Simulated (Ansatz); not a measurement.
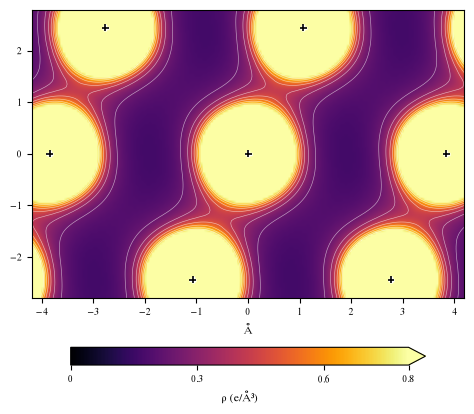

The valence electron density on a plane through atoms (crosses mark nuclei in the plane).

Computed with DFT PBEsol, scalar-relativistic, plane waves, PAW (Ansatz).

Candidates:
A. MnSn$_{3}$, a = 7.19 Å, b = 7.19 Å, c = 7.19 Å, α = 90.00°, β = 90.00°, γ = 90.00°. Space group Fm-3m; started from the BiF3 (D0_3) prototype, which need not be the ambient phase; computed pressure about −7 GPa in this cell; computed without spin polarisation.
B. Mo, a = 2.87 Å, b = 4.50 Å, c = 2.56 Å, α = 90.00°, β = 90.00°, γ = 90.00°. Space group Cmmm; a structure from a database of computed crystals, not necessarily the ambient phase; changed on purpose from its base cell (strain +0.0500 x Voigt [1, -1, 0, 0, 0, 0], atoms carried along); computed pressure about −3 GPa in this cell; computed without spin polarisation.

### Which system is this?

Candidate B: Mo on the (111) plane of the conventional cell, which holds Mo. Mo–Mo (2.67 Å): ρ at the midpoint is about 0.42 e/Å³.
